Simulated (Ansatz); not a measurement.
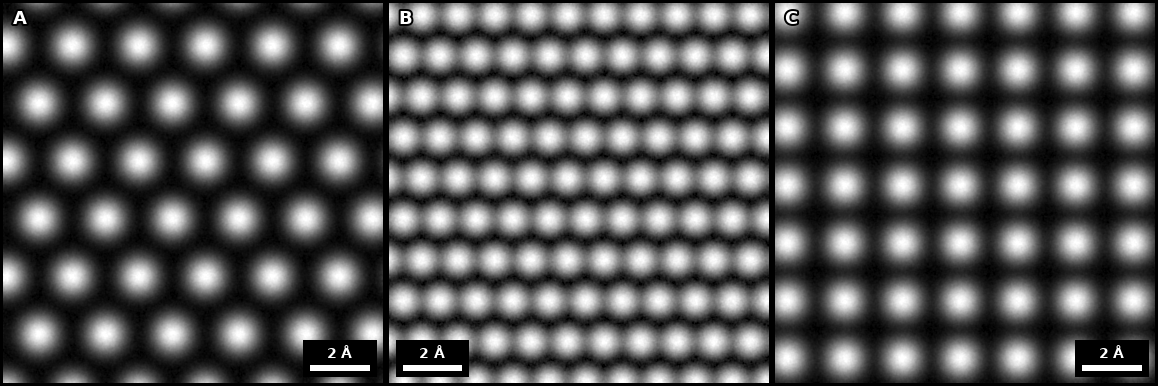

Three views of Ni (Im-3m, No. 229) along different zone axes. Simulation: incoherent imaging, intensity Z^1.6 per atom, probe width 0.86 Å, thin sample. The display is stretched by a gamma of 0.65; percentages refer to the linear signal. Shot noise was added. Model: a calculation's starting geometry; the starting structure was generated, so it need not be a known form of this composition.

```
CELL_PARAMETERS angstrom
2.79383 0.00000 0.00000
0.00000 2.79383 0.00000
0.00000 0.00000 2.79383
ATOMIC_POSITIONS crystal
Ni 0.00000 0.00000 0.00000
Ni 0.50000 0.50000 0.50000
```

Match the panels to the zone axes [001], [111] and [210].

Answer. A is [111]: projected cell 2.28 × 2.28 Å, 120°, plane group p6mm. B is [210]: projected cell 1.25 × 1.53 Å, 114°, plane group c2mm. C is [001]: projected cell 1.98 × 1.98 Å, 90°, plane group p4mm.
